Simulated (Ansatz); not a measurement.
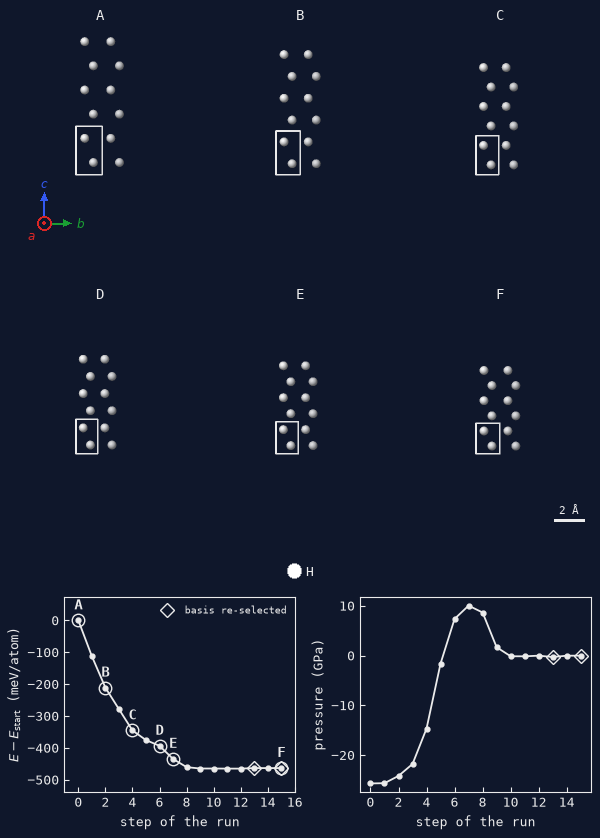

Frames of a relaxation of a crystal of H (set up in P6_3/mmc), marked on the history of the run. A ball-and-stick model of the cell of the calculation, repeated 1 × 2 × 3 with one cell outlined, seen along the a axis.

Case: cell and atoms relaxed from 1.0 times the given volume.

Theory: DFT, LDA, PAW with Ansatz's default frozen-core files, scalar-relativistic in Ansatz 0.2.0.

Input
```yaml
crystal:
  lattice:
    - [2.015, 0.0, 0.0]
    - [-1.0075, 1.7450411886, 0.0]
    - [0.0, 0.0, 3.237]
  atoms:
    - { symbol: H, position: [0.3333333333, 0.6666666667, 0.25] }
    - { symbol: H, position: [0.6666666667, 0.3333333333, 0.75] }
kpoints:
  mp_grid: { grid: [14, 14, 8] }
scf:
  occupations: { method: fermi_dirac, width: 0.02 }
hamiltonian:
  xc: lda
  pseudopotentials: { kind: paw }
output:
  forces: true
  stress: true
  efg: { contact_densities: true }
relax:
  f_tol: 0.005
  max_steps: 80
  cell: {}
```

Run as
```bash
ansatz run input.yaml --threads 1 --pin off --max-ram 2048MiB --backend cpu --events-out ev --progress --plain --runs-dir out
```

What happens along the run?

After 13 accepted moves (15 points after the start) the energy has fallen by 463 meV per atom. All forces vanish by symmetry, so only the cell relaxes. The pressure goes from −25.68 to −0.01 GPa. The SCF was repeated twice at an unchanged geometry on a basis and grid sized afresh for the cell, which shifted the energy by 1.7 meV per atom at most. The atoms keep their places relative to the cell (all moves are under 0.005 Å). The drawn cell changes as follows: a = b 2.015 → 1.847 Å (−8.3 %), c 3.237 → 2.024 Å (−37.5 %); the volume changes by −47.5 %. The space group stays P6_3/mmc (No. 194). The run took 3.9 s on 1 thread of Intel(R) Xeon(R) 6975P-C (Granite Rapids) (shared host), peak memory 0.28 GiB. From step 0 to 2: volume −22.5 %, energy −211 meV per atom. From step 2 to 4: volume −21.7 %, energy −134 meV per atom. From step 4 to 6: volume −19.7 %, energy −48.2 meV per atom. From step 6 to 7: volume −1.6 %, energy −41.1 meV per atom. From step 7 to 15: volume +9.4 %, energy −28.7 meV per atom.

```csv
step,"E − E(0), meV/atom","pressure, GPa","volume, Å³/atom",note
0,0.00,-25.68,5.691,
1,-112.46,-25.63,5.008,
2,-210.90,-24.17,4.410,
3,-278.41,-21.78,4.005,
4,-345.21,-14.65,3.454,
5,-375.37,-1.59,2.971,
6,-393.38,7.38,2.775,
7,-434.45,10.04,2.732,
8,-460.19,8.66,2.794,
9,-464.55,1.69,2.956,
10,-464.54,-0.13,3.000,
11,-464.86,-0.14,3.001,
12,-464.87,-0.01,2.997,
13,-463.16,-0.29,2.997,"same geometry, new basis"
14,-463.19,-0.01,2.990,
15,-463.16,-0.01,2.990,"same geometry, new basis"
```
